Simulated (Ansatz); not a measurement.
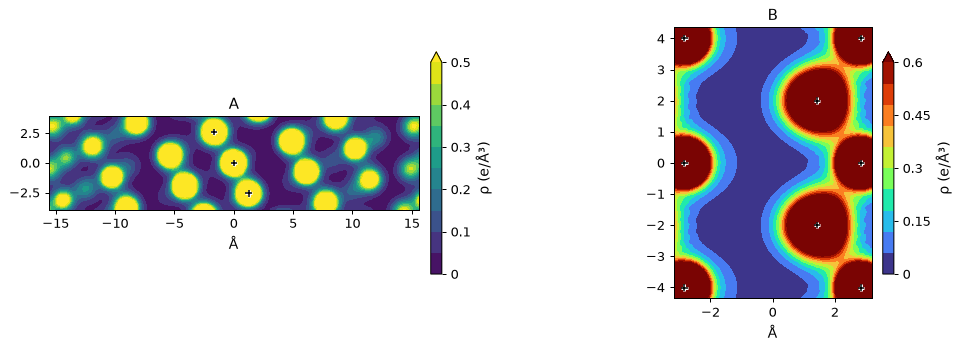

The valence electron density of 2 systems, each on a plane through atoms (crosses mark nuclei in the plane).

Method: Ansatz 0.2.0, DFT r2SCAN, scalar-relativistic, plane waves, PAW.

System 1: Bi2Se3, the (111) plane of the conventional cell. Space group R-3m; a structure from a database of computed crystals, not necessarily the ambient phase.

```
Bi Se
1.0
     4.16283    0.00000    0.00000
    -2.08142    3.60512    0.00000
     0.00000    0.00000   30.16904
Bi Se
6 9
Direct
  0.33333 0.66667 0.06433
  0.00000 0.00000 0.39766
  0.66667 0.33333 0.73100
  0.33333 0.66667 0.26900
  0.00000 0.00000 0.60234
  0.66667 0.33333 0.93567
  0.00000 0.00000 0.00000
  0.66667 0.33333 0.33333
  0.33333 0.66667 0.66667
  0.00000 0.00000 0.21765
  0.66667 0.33333 0.55098
  0.33333 0.66667 0.88432
  0.66667 0.33333 0.11568
  0.33333 0.66667 0.44902
  0.00000 0.00000 0.78235
```

System 2: ZnSe, the (110) plane of the conventional cell. Space group F-43m.

```xyz
8
Lattice="5.6676 0.0000 0.0000 0.0000 0.0000 -5.6676 0.0000 5.6676 0.0000" Properties=species:S:1:pos:R:3 pbc="T T T"
Zn    2.8338    0.0000   -2.8338
Zn    0.0000    2.8338   -2.8338
Zn    0.0000    0.0000    0.0000
Zn    2.8338    2.8338    0.0000
Se    4.2507    1.4169   -4.2507
Se    1.4169    4.2507   -4.2507
Se    1.4169    1.4169   -1.4169
Se    4.2507    4.2507   -1.4169
```

Q: Match each panel to its system.

A: Panel A is system 1, Bi2Se3: the plane holds Bi and Se. Bi–Se (2.86 Å): ρ is about 0.34 e/Å³ halfway. Panel B is system 2, ZnSe: the plane holds Zn and Se. Zn–Se (2.45 Å): the density is about 0.47 e/Å³ at the midpoint.
